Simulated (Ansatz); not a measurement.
## Run report: Pd, geometry relaxation

Pd (1 atom in the cell), computed with DFT PBEsol, scalar-relativistic, plane waves, PAW, no spin polarisation (Ansatz 0.2.0).

The structure derives from a Materials Project entry. Figures and captions count atoms from 1; the log counts them from 0 in places.

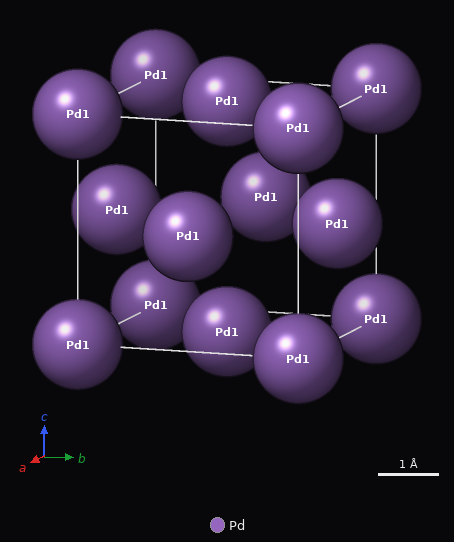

Fig. 1: The input geometry (spheres-only view of the cell 4 times as large as that of the calculation, set on its symmetry axes, seen slightly off an axis; atoms are numbered from 1 in the order of the input).

Input file
```yaml
crystal:
  lattice:
    - [0.0, 1.95865079, 1.95865079]
    - [1.95865079, 0.0, 1.95865079]
    - [1.95865079, 1.95865079, 0.0]
  atoms:
    - { symbol: Pd, position: [0.0, 0.0, 0.0] }
basis:
  ecutwfc: 420
kpoints:
  mp_grid: { grid: [18, 18, 18] }
hamiltonian:
  xc: pbesol
scf:
  occupations: { method: gaussian, width: 0.1 }
output:
  forces: true
  stress: true
  eigenvalues: true
  write_density: true
  write_potential: true
  elf: true
  volumetric_format: npy
relax:
  adjacent_minimum: "off"
  f_tol: 0.005
  max_steps: 80
  cell: { stress_tol: 0.05 }
```

Run on 8 threads of Intel Xeon @ 2.70GHz, 189 GiB of memory available, shared host.

Run as:
```bash
ansatz run input.yaml --threads 8 --pin off --max-ram 20480MiB --backend cpu --events-out ev --progress --plain --runs-dir out
```

Log
```
Engine: ansatz 0.2.0, x86_64-unknown-linux-gnu
Pseudopotentials: kind: paw
Pseudopotential: Pd, paw, valence charge 18, recommended cutoff 420 eV (normal), Pd.paw.azcp
Functional definition: PBEsol
  exchange = pbesol_x
  correlation = pbesol_c
Crystal: 1 atoms, lattice volume = 15.028 Å³
Basis set: ecut = 420 eV, 283 PW (Γ), exchange–correlation on 40×40×40 points (8 copies of the dense FFT grid, shifted against one another)
Bands: 13, of which v1, the nominal top of the filled ones, is band 9 counted from 1 (8 counted from 0)
Symmetry: 48 space group operations
Space group: Fm-3m (ITA 225), of the structure as read, at distance tolerance 2.5e-5 Å
k-points: 195 of 5832
Non-local potential: Pd, projectors of the file, l = 0: 2, l = 1: 2, l = 2: 2, l = 3: 1
PAW form: soft (Blöchl's): semilocal exchange-correlation on the pseudo side does not see the compensation charge
PAW frozen core: Pd, regenerated for the run's functional, and the local potential with it (the file was generated under x = pbe(κ = 0.804, μ = 0.2195149727645171), c = pbe(β = 0.06672455060314922))
PAW one-centre angular grid: Pd, 590 points (default); XC on 64 Gauss nodes
Initial density: superposition of atomic densities (neutral atoms: chi_scale 0, normalization atom), corrected by the library's trained network
Initial wavefunctions: pseudopotential atomic-orbital guess
Functional: x = pbesol(κ = 0.804, μ = 0.12345679012345678), c = pbesol(β = 0.046)
SCF iter   1: F=—  HF=-6906.649627 eV  |F-HF|=—  |Δ(HF+E_count)|=         —  Δρ=1.04e-2  dr2=1.33e-2  ethr=1.77e-3  ⟨swp⟩=5.0  Hψ=14644  notcnv=0
preconditioner: auto → none  [metal: Δε(μ)=0.002 eV  Ē_g=13.970 eV  σ=0.100 eV  W_gap=0.01  n_scr=8 (ndim 8)  ℏωp=30.3 eV  f_vac=0.000  D(μ)=2.38/eV (n_scr^D=50)  sad-step TF]
SCF iter   2: F=—  HF=-6906.646114 eV  |F-HF|=—  |Δ(HF+E_count)|=   3.51e-3  Δρ=2.88e-3  dr2=7.36e-4  ethr=7.36e-5  ⟨swp⟩=1.0  Hψ=4115  notcnv=0
SCF iter   3: F=—  HF=-6906.645926 eV  |F-HF|=—  |Δ(HF+E_count)|=   1.88e-4  Δρ=6.89e-4  dr2=1.57e-5  ethr=4.09e-6  ⟨swp⟩=2.3  Hψ=3297  notcnv=0
SCF iter   4: F=—  HF=-6906.645927 eV  |F-HF|=—  |Δ(HF+E_count)|=   8.79e-7  Δρ=6.77e-5  dr2=3.51e-7  ethr=8.71e-8  ⟨swp⟩=2.6  Hψ=4044  notcnv=0
iter 5 did not close the SCF: its close was put off for the readings that it lacked (scf_convergence_deferred on its scf_iter line)
SCF iter   5: F=-6906.645927 eV  HF=-6906.645927 eV  |F-HF|=1.10e-9  |Δ(HF+E_count)|=   2.21e-7  Δρ=6.43e-6  dr2=2.02e-9  ethr=1.95e-9  ⟨swp⟩=2.0  Hψ=4109  notcnv=0
SCF iter   6: F=-6906.645927 eV  HF=-6906.645927 eV  |F-HF|=5.09e-11  |Δ(HF+E_count)|=  6.19e-10  Δρ=8.47e-7  dr2=6.61e-11  ethr=1.12e-11  ⟨swp⟩=4.0  Hψ=11667  notcnv=0
SCF 1 converged in 6 iterations: F = -6906.645927 eV  dr2 = 6.61e-11
  greatest PAW one-centre occupation: 0.999 electrons in one spin orbital (limit 2), on the Pd atom at site 0 (counted from 0), in its partial waves of l = 0
relax step   1: F+E_penalty+E_count = -6906.64592711 eV  Δ(F+E_penalty+E_count) = +0.000e0 eV  max|allowed force component| = 0.000e0 eV/Å  Δτ_max = 0.0000 Å  P = -6.098 GPa  Ω = 15.028 Å³  (6 SCF iters, dr2 threshold 1.00e-7 eV, accepted)
Crystal: 1 atoms, lattice volume = 14.159 Å³
Initial density: handed on by an earlier stage of this run
Initial wavefunctions: those handed on with the density
iter 1 solved again at ethr=2.47e-5 eV; its pass at ethr=3.10e-3 eV (dr2=4.44e-3 eV) is discarded
SCF iter   1: F=—  HF=-6906.649779 eV  |F-HF|=—  |Δ(HF+E_count)|=         —  Δρ=6.09e-3  dr2=4.41e-3  ethr=2.47e-5  ⟨swp⟩=1.0  Hψ=18275  notcnv=0
preconditioner: auto → none  [metal: Δε(μ)=0.008 eV  Ē_g=14.600 eV  σ=0.100 eV  W_gap=0.05  n_scr=8 (ndim 8)  ℏωp=31.2 eV  f_vac=0.000  D(μ)=2.19/eV (n_scr^D=26)]
SCF iter   2: F=—  HF=-6906.648946 eV  |F-HF|=—  |Δ(HF+E_count)|=   8.33e-4  Δρ=3.56e-3  dr2=7.62e-4  ethr=2.45e-5  ⟨swp⟩=2.0  Hψ=3440  notcnv=0
SCF iter   3: F=—  HF=-6906.648763 eV  |F-HF|=—  |Δ(HF+E_count)|=   1.83e-4  Δρ=1.35e-3  dr2=1.24e-4  ethr=4.24e-6  ⟨swp⟩=2.5  Hψ=3897  notcnv=0
SCF iter   4: F=—  HF=-6906.648747 eV  |F-HF|=—  |Δ(HF+E_count)|=   1.57e-5  Δρ=4.02e-4  dr2=1.02e-5  ethr=6.91e-7  ⟨swp⟩=1.0  Hψ=2535  notcnv=0
SCF iter   5: F=—  HF=-6906.648752 eV  |F-HF|=—  |Δ(HF+E_count)|=   4.61e-6  Δρ=6.09e-5  dr2=2.30e-7  ethr=5.65e-8  ⟨swp⟩=1.0  Hψ=2535  notcnv=0
SCF iter   6: F=-6906.648752 eV  HF=-6906.648752 eV  |F-HF|=1.11e-10  |Δ(HF+E_count)|=   8.40e-9  Δρ=4.89e-6  dr2=1.23e-9  ethr=5.56e-10  ⟨swp⟩=6.5  Hψ=11827  notcnv=0
SCF 2 converged in 6 iterations: F = -6906.648752 eV  dr2 = 1.23e-9
relax step   2: F+E_penalty+E_count = -6906.64875170 eV  Δ(F+E_penalty+E_count) = -2.825e-3 eV  max|allowed force component| = 0.000e0 eV/Å  Δτ_max = 0.0000 Å  P = +5.914 GPa  Ω = 14.159 Å³  energy of the carried Pulay correction = +2.344e-4 eV  (6 SCF iters, dr2 threshold 1.00e-7 eV, accepted)
Crystal: 1 atoms, lattice volume = 14.574 Å³
iter 1 solved again at ethr=4.67e-6 eV; its pass at ethr=3.10e-3 eV (dr2=8.41e-4 eV) is discarded
SCF iter   1: F=—  HF=-6906.655753 eV  |F-HF|=—  |Δ(HF+E_count)|=         —  Δρ=2.88e-3  dr2=1.01e-3  ethr=4.67e-6  ⟨swp⟩=1.7  Hψ=17024  notcnv=0
preconditioner: auto → none  [metal: Δε(μ)=0.002 eV  Ē_g=14.336 eV  σ=0.100 eV  W_gap=0.01  n_scr=8 (ndim 8)  ℏωp=30.8 eV  f_vac=0.000  D(μ)=2.30/eV (n_scr^D=26)]
SCF iter   2: F=—  HF=-6906.655574 eV  |F-HF|=—  |Δ(HF+E_count)|=   1.79e-4  Δρ=1.73e-3  dr2=1.87e-4  ethr=4.67e-6  ⟨swp⟩=2.0  Hψ=3468  notcnv=0
SCF iter   3: F=—  HF=-6906.655528 eV  |F-HF|=—  |Δ(HF+E_count)|=   4.55e-5  Δρ=6.50e-4  dr2=3.19e-5  ethr=1.04e-6  ⟨swp⟩=2.4  Hψ=3854  notcnv=0
SCF iter   4: F=—  HF=-6906.655529 eV  |F-HF|=—  |Δ(HF+E_count)|=   9.79e-7  Δρ=2.26e-4  dr2=3.62e-6  ethr=1.77e-7  ⟨swp⟩=1.0  Hψ=2535  notcnv=0
SCF iter   5: F=—  HF=-6906.655529 eV  |F-HF|=—  |Δ(HF+E_count)|=   1.83e-7  Δρ=4.01e-5  dr2=1.12e-7  ethr=2.01e-8  ⟨swp⟩=1.0  Hψ=2535  notcnv=0
SCF iter   6: F=-6906.655529 eV  HF=-6906.655529 eV  |F-HF|=9.09e-13  |Δ(HF+E_count)|=  4.50e-10  Δρ=3.64e-6  dr2=8.16e-10  ethr=5.56e-10  ⟨swp⟩=6.1  Hψ=11463  notcnv=0
SCF 3 converged in 6 iterations: F = -6906.655529 eV  dr2 = 8.16e-10
relax step   3: F+E_penalty+E_count = -6906.65552880 eV  Δ(F+E_penalty+E_count) = -6.777e-3 eV  max|allowed force component| = 0.000e0 eV/Å  Δτ_max = 0.0000 Å  P = -0.399 GPa  Ω = 14.574 Å³  energy of the carried Pulay correction = +1.208e-4 eV  (6 SCF iters, dr2 threshold 1.00e-7 eV, accepted)
Crystal: 1 atoms, lattice volume = 14.547 Å³
iter 1 solved again at ethr=1.99e-8 eV; its pass at ethr=3.10e-3 eV (dr2=3.58e-6 eV) is discarded
SCF iter   1: F=—  HF=-6906.655573 eV  |F-HF|=—  |Δ(HF+E_count)|=         —  Δρ=1.86e-4  dr2=4.37e-6  ethr=1.99e-8  ⟨swp⟩=2.1  Hψ=16204  notcnv=0
preconditioner: auto → none  [metal: Δε(μ)=0.002 eV  Ē_g=14.343 eV  σ=0.100 eV  W_gap=0.01  n_scr=8 (ndim 8)  ℏωp=30.8 eV  f_vac=0.000  D(μ)=2.29/eV (n_scr^D=26)]
SCF iter   2: F=—  HF=-6906.655572 eV  |F-HF|=—  |Δ(HF+E_count)|=   8.44e-7  Δρ=1.12e-4  dr2=8.11e-7  ethr=1.99e-8  ⟨swp⟩=2.0  Hψ=3489  notcnv=0
SCF iter   3: F=—  HF=-6906.655572 eV  |F-HF|=—  |Δ(HF+E_count)|=   1.95e-7  Δρ=4.20e-5  dr2=1.27e-7  ethr=4.50e-9  ⟨swp⟩=2.4  Hψ=3860  notcnv=0
SCF iter   4: F=-6906.655572 eV  HF=-6906.655572 eV  |F-HF|=9.65e-10  |Δ(HF+E_count)|=   1.22e-8  Δρ=1.14e-5  dr2=8.51e-9  ethr=5.56e-10  ⟨swp⟩=6.0  Hψ=11381  notcnv=0
SCF 4 converged in 4 iterations: F = -6906.655572 eV  dr2 = 8.51e-9
relax step   4: F+E_penalty+E_count = -6906.65557167 eV  Δ(F+E_penalty+E_count) = -4.286e-5 eV  max|allowed force component| = 0.000e0 eV/Å  Δτ_max = 0.0000 Å  P = -0.023 GPa  Ω = 14.547 Å³  energy of the carried Pulay correction = +1.281e-4 eV  (4 SCF iters, dr2 threshold 1.00e-7 eV, accepted)
Initial wavefunctions: pseudopotential atomic-orbital guess (no wavefunctions were taken with the density)
iter 1 solved again at ethr=3.58e-9 eV; its pass at ethr=3.10e-3 eV (dr2=6.44e-7 eV) is discarded
SCF iter   1: F=—  HF=-6906.655418 eV  |F-HF|=—  |Δ(HF+E_count)|=         —  Δρ=6.69e-5  dr2=1.27e-7  ethr=3.58e-9  ⟨swp⟩=3.3  Hψ=21647  notcnv=0
preconditioner: auto → none  [metal: Δε(μ)=0.002 eV  Ē_g=14.344 eV  σ=0.100 eV  W_gap=0.01  n_scr=8 (ndim 8)  ℏωp=30.8 eV  f_vac=0.000  D(μ)=2.29/eV (n_scr^D=26)]
SCF iter   2: F=—  HF=-6906.655418 eV  |F-HF|=—  |Δ(HF+E_count)|=   7.37e-8  Δρ=3.02e-5  dr2=3.51e-8  ethr=7.06e-10  ⟨swp⟩=2.2  Hψ=3994  notcnv=0
SCF iter   3: F=—  HF=-6906.655418 eV  |F-HF|=—  |Δ(HF+E_count)|=   1.62e-9  Δρ=1.45e-5  dr2=2.43e-8  ethr=1.95e-10  ⟨swp⟩=2.0  Hψ=3509  notcnv=0
SCF iter   4: F=—  HF=-6906.655418 eV  |F-HF|=—  |Δ(HF+E_count)|=   7.08e-9  Δρ=1.74e-6  dr2=9.39e-11  ethr=1.35e-10  ⟨swp⟩=2.3  Hψ=3656  notcnv=0
SCF iter   5: F=-6906.655418 eV  HF=-6906.655418 eV  |F-HF|=0.00e0  |Δ(HF+E_count)|=  1.32e-10  Δρ=5.32e-8  dr2=9.63e-14  ethr=1.00e-12  ⟨swp⟩=5.0  Hψ=9528  notcnv=0
SCF 5 converged in 5 iterations: F = -6906.655418 eV  dr2 = 9.63e-14
relax step   5: F+E_penalty+E_count = -6906.65541794 eV  Δ(F+E_penalty+E_count) = +1.537e-4 eV  max|allowed force component| = 0.000e0 eV/Å  Δτ_max = 0.0000 Å  P = -0.006 GPa  Ω = 14.547 Å³  stress off target by 5.54e-3 GPa  SCF on the basis re-selected at this cell (its energy is not comparable with the rows above)  (5 SCF iters)
```

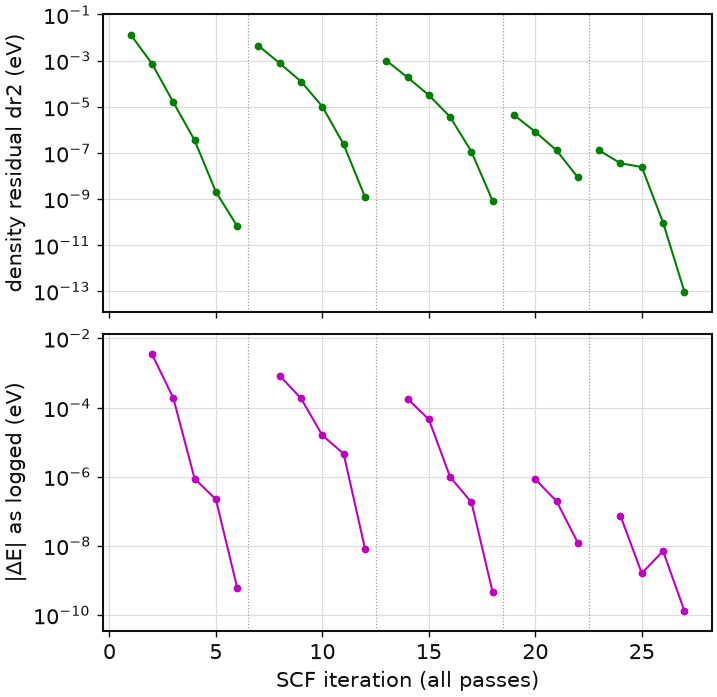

Fig. 2: Convergence of the self-consistent field: density residual dr2 and size of the energy change against the SCF iteration. The dotted lines part the SCF passes of the relaxation: geometry steps, rejected trials and re-solves on a re-selected basis. The 5 passes take 4 to 6 iterations each, 27 in all.

```
basis re-selected at this cell: Δ(F+E_penalty+E_count) = +1.537e-4 eV, ΔP = +0.017 GPa vs the last step (what re-selecting the basis moved, of the pressure what is left beyond the Pulay correction that the steps carried, after the strain that the cell walked since its last selection, with what the two solves' SCF thresholds leave and, on support functions, any second-order correction that the steps lacked; it is no measure of the basis error at this ecutwfc). This SCF's stress stands 5.54e-3 GPa from its target on what of the cell is left free (relax.cell.stress_tol is 5.00e-2 GPa) and its largest allowed force component is 0.00e0 eV/Å (relax.f_tol is 5.00e-3 eV/Å): within both
SCF converged after 5 iterations
Free energy (F): -6906.655418 eV
Harris-Foulkes:  -6906.655418 eV  (|F-HF|=0.00e0)
Internal energy: -6906.643950 eV  (E = F + TS)
E sigma→0 (E₀):  -6906.649684 eV
Entropy (-TS):   -0.011468 eV (-11.468 meV/atom)
Fermi energy:    20.032068 eV
--- Per-component energies (eV) ---
  E_band       = -133.412649
  E_kinetic    = 513.626764
  E_local      = -1728.871957  (includes V_loc(G=0)·N_el)
  E_nonlocal   = 219.171861
  E_hartree    = 701.750777
  E_xc         = -167.830490
  E_vxc        = -211.372397  (∫ρ·V_xc dr)
  E_paw        = -3684.748393  (= ΣΔE_a)
  E_vpaw       = -329.468720  (= ΣTr[D̂ρ^β])
  E_aug_tail   = 0.000243  (compensation charges beyond the density's cutoff)
  E_ewald      = -2760.045278
  E_core_change = 0.302524  (= ΣΔE_core)
  E_smearing   = -0.011468  (= −TS)
  E_closure    = 0.000000  (closes the sum)
  Σ components = -6906.655418   (vs F -6906.655418, Δ=0.00e0)
--- Forces (eV/Å), atoms counted from 1 ---
  atom   1  Pd    -0.00000000     0.00000000    -0.00000000
  max |Σ_I F_I| component: 2.47e-32 eV/Å
--- Stress (GPa, compression-positive) ---
       -0.005536      -0.000000      -0.000000
       -0.000000      -0.005536      -0.000000
       -0.000000      -0.000000      -0.005536
  P = ⅓ Tr σ = -0.0055 GPa (-0.055 kbar)
--- Band table (eV; the first three rows and the last of 195) ---
  k-point 0: bands = ["-64.0906", "-29.5954", "-29.5954", "-29.5954", "12.6666", "17.1050", "17.1050", "17.1050", "18.7767", "18.7767", "36.9674", "41.7444", "41.7444"]
  k-point 1: bands = ["-64.0888", "-29.6088", "-29.5973", "-29.5973", "12.7809", "17.0631", "17.1453", "17.1453", "18.7568", "18.7568", "37.0932", "41.0246", "41.8801"]
  k-point 2: bands = ["-64.0838", "-29.6473", "-29.6027", "-29.6027", "13.1110", "16.9583", "17.2507", "17.2507", "18.7149", "18.7149", "37.3868", "39.5318", "42.2672"]
  k-point 194: bands = ["-64.0127", "-29.9052", "-29.8620", "-29.7615", "15.5244", "16.1741", "16.9358", "18.7224", "20.3358", "28.1835", "29.6753", "30.4087", "31.7189"]
--- Relaxed structure (4 steps of the walk, 4 accepted, 1 SCFs on fresh bases) ---
  F+E_penalty+E_count = -6906.65541794 eV   max|allowed force component| = 0.000e0 eV/Å   (the final SCF, on the basis selected at the relaxed cell)
  cell:  # Å, volume = 14.5469 Å³
    - [-5.09537203289559e-34, 1.9375230924318059, 1.9375230924318059]
    - [1.9375230924318059, -1.0318128366613572e-33, 1.9375230924318059]
    - [1.9375230924318059, 1.9375230924318059, -5.47752493536276e-34]
  atoms:
    - { symbol: Pd, position: [0.0, 0.0, 0.0] }
```

Trajectory as extended XYZ (Å, eV, eV/Å), 5 frames, from step=1 to step=5
```
1
Lattice="0.0000 1.9587 1.9587 1.9587 0.0000 1.9587 1.9587 1.9587 0.0000" Properties=species:S:1:pos:R:3:forces:R:3 step=1 energy=-6906.64593 pressure_GPa=-6.10
Pd    0.0000    0.0000    0.0000    0.0000   0.0000   0.0000
1
Lattice="0.0000 1.9201 1.9201 1.9201 0.0000 1.9201 1.9201 1.9201 0.0000" Properties=species:S:1:pos:R:3:forces:R:3 step=2 energy=-6906.64875 pressure_GPa=5.91
Pd    0.0000    0.0000    0.0000    0.0000   0.0000   0.0000
1
Lattice="0.0000 1.9387 1.9387 1.9387 0.0000 1.9387 1.9387 1.9387 0.0000" Properties=species:S:1:pos:R:3:forces:R:3 step=3 energy=-6906.65553 pressure_GPa=-0.40
Pd    0.0000    0.0000    0.0000    0.0000   0.0000   0.0000
1
Lattice="0.0000 1.9375 1.9375 1.9375 0.0000 1.9375 1.9375 1.9375 0.0000" Properties=species:S:1:pos:R:3:forces:R:3 step=4 energy=-6906.65557 pressure_GPa=-0.02
Pd    0.0000    0.0000    0.0000    0.0000   0.0000   0.0000
1
Lattice="0.0000 1.9375 1.9375 1.9375 0.0000 1.9375 1.9375 1.9375 0.0000" Properties=species:S:1:pos:R:3:forces:R:3 step=5 energy=-6906.65542 pressure_GPa=-0.01
Pd    0.0000    0.0000    0.0000    0.0000   0.0000   0.0000
```

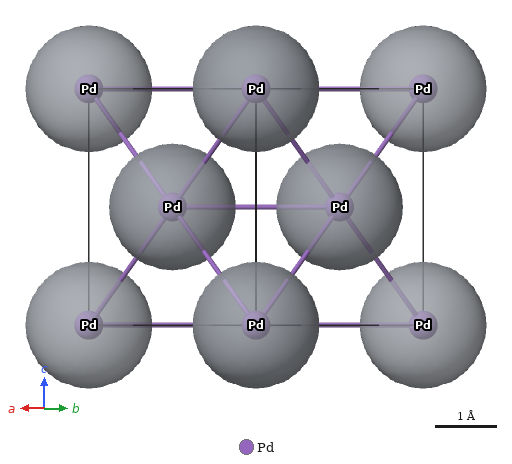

Fig. 3: Isosurface of the valence electron density at 0.6 e/Å³ (grey), seen along [110]. Sticks mark near contacts. The outline is the cell set on symmetry axes. At this value the density breaks into separate islands; it holds about 85 % of the electrons treated as valence (semicore included). It is pinched off along the Pd–Pd (2.74 Å) contacts. On the grid the lowest density along these lines, outside the cores, is 0.31 e/Å³ (Pd–Pd, 2.74 Å). Core electrons are frozen (PAW), so the fields are smoothed inside the atomic spheres.

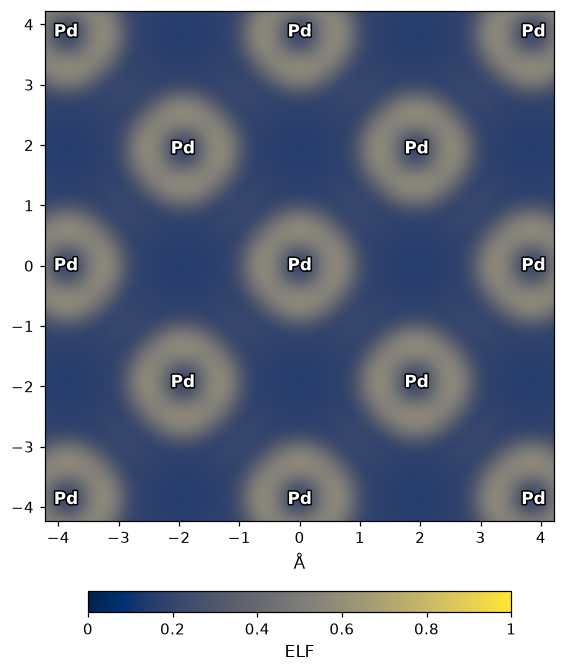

Fig. 4: Electron localisation function on the (010) plane of the conventional cell. The plane passes through Pd nuclei. Pd–Pd (2.74 Å): the ELF is about 0.20 at the midpoint (no localised pair between them). The strong features right at Pd lie inside the PAW spheres (semicore, d or f shells) and say nothing about bonding.

Key numbers

- outcome: converged
- space group (tolerance 0.01 Å): Fm-3m (225)
- electrons treated: 18
- free energy: −6906.6554 eV
- Fermi energy: 20.032 eV
- gap on the k-point mesh: none (metallic)
- pressure: −0.01 GPa
- final volume: 14.55 Å³
- largest force (length of the vector) at the end: under 0.001 eV/Å
- final cell: a = 2.740 Å, b = 2.740 Å, c = 2.740 Å, α = 60.00°, β = 60.00°, γ = 60.00°
- wall time: 3.4 s (CPU time 16 s)
- peak memory: 0.37 GiB
